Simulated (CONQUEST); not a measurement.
**CdO: 7 runs along one coordinate**

System: CdO (Fm-3m, 4 atoms in the cell).
Method: Kohn-Sham DFT of a periodic cell, LDA, PseudoDojo NC LDA, no spin polarisation (CONQUEST 1.3).

The 7 runs differ only in the geometry, by an even scaling of the cell at fixed fractional positions. The structure derives from an entry of the Crystallography Open Database.

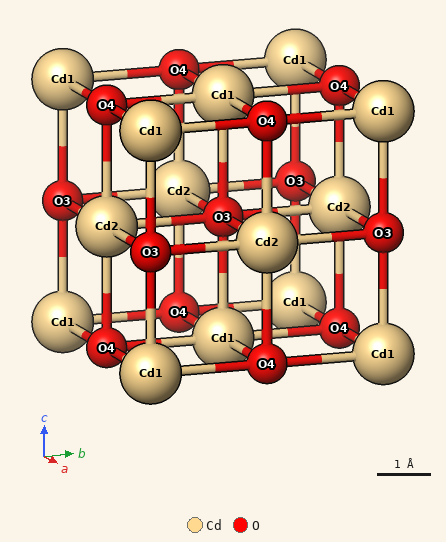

Figure 1. The structure of run 4 (ball-and-stick view of the cell 2 times as large as that of the calculation, set on its symmetry axes, seen slightly off an axis; atoms are numbered from 1 in the order of the input).

## Input of run 4
```
IO.Title CdO
IO.Coordinates coords.dat
IO.FractionalAtomicCoords T
IO.Iprint 2
IO.Iprint_init 1
General.NumberOfSpecies 2
General.PseudopotentialType hamann
AtomMove.TypeOfRun static
AtomMove.FullStress T
Grid.PointsAlongX 36
Grid.PointsAlongY 36
Grid.PointsAlongZ 60
DM.SolutionMethod diagon
Diag.MPMesh T
Diag.GammaCentred T
Diag.MPMeshX 8
Diag.MPMeshY 8
Diag.MPMeshZ 6
Diag.kT 0.00183747
minE.SCTolerance 1e-6
SC.MaxIters 100
IO.AtomChargeOutput T
%block ChemicalSpeciesLabel
1 112.410 Cd
2 16.000 O
%endblock
```

Command:
```bash
Conquest
```

Lattice vectors (Å) and fractional positions of run 4:
```
   3.322695    0.000000    0.000000
   0.000000    3.322695    0.000000
   0.000000    0.000000    4.699000
Cd  0.000000  0.000000  0.000000
Cd  0.500000  0.500000  0.500000
O   0.000000  0.000000  0.500000
O   0.500000  0.500000  0.000000
```

Run 3 has the same physical settings and fractional positions; its lattice vectors (Å) are:
```
   3.300394    0.000000    0.000000
   0.000000    3.300394    0.000000
   0.000000    0.000000    4.667462
```

## Results, with one run withheld

| run | volume per atom (Å³) | free energy per atom, from the lowest run given (meV) | pressure (GPa) |
| --- | --- | --- | --- |
| 1 | 12.191 | 7.26 | 6.52 |
| 2 | 12.451 | 0.00 | 2.62 |
| 3 | 12.710 | ? | ? |
| 4 | 12.970 | 2.48 | −3.80 |
| 5 | 13.229 | 10.49 | −6.22 |
| 6 | 13.488 | 22.74 | −8.58 |
| 7 | 13.748 | 38.11 | −10.47 |

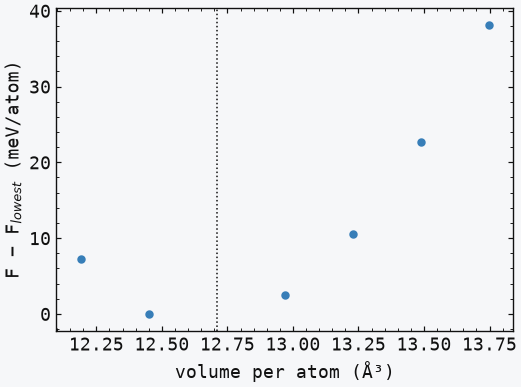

Figure 2. Free energy per atom of the runs given; the dotted line marks run 3.

Fit the runs given and predict run 3.

A cubic polynomial in V^(−2/3) (the Birch–Murnaghan form), fitted to the 6 runs given, misses them by at most 0.12 meV per atom. With x = V^(−2/3) − 0.18093 Å⁻², it reads F = 2.9899 − 2694.9 x + 3.9698e+05 x² + 1.9193e+06 x³ (meV per atom). At run 3 it gives −1.35 meV per atom, and the run itself gives −1.63. The slope of the fit gives a pressure −dF/dV of −0.81 GPa there, and the run prints −0.87 GPa. The two needn't agree exactly: the fit is approximate, and the printed stress is taken on a finite basis. The fit has its minimum at 12.645 Å³ per atom, where V d²F/dV² gives 159 GPa: the bulk modulus at this level, since symmetry fixes the shape and the positions.

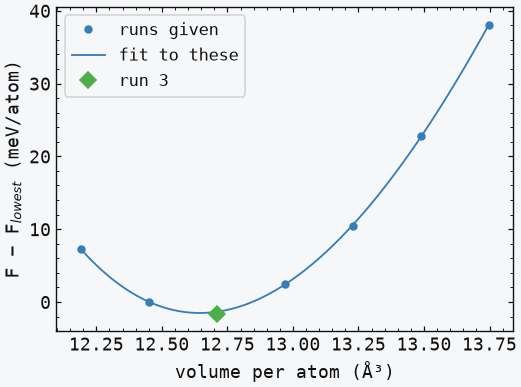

Figure 3. The fit and the withheld run.

## Some lines of the output (run 3)
```
[...]
          DFT Total Energy                 :      -383.452006509004264 Ha
          Free Energy (E-TS)               :      -383.555517314057113 Ha
          DFT Total Energy                 :      -383.553222816691232 Ha
          Free Energy (E-TS)               :      -383.554093387775879 Ha
          DFT Total Energy                 :      -383.553928049730700 Ha
          Free Energy (E-TS)               :      -383.554045001893314 Ha
          DFT Total Energy                 :      -383.553996467908007 Ha
          Free Energy (E-TS)               :      -383.554045059819487 Ha
          DFT Total Energy                 :      -383.553997323455292 Ha
          Free Energy (E-TS)               :      -383.554044886179099 Ha
          DFT Total Energy                 :      -383.553997410399916 Ha
      | Free Energy as E-TS      =      -383.554044886179099 Ha
      |* DFT total energy        =      -383.553997410399916 Ha
    force: Average pressure:     -0.87197481 GPa
```

Notes: With a small basis of atomic orbitals these values can differ much from converged plane-wave results.
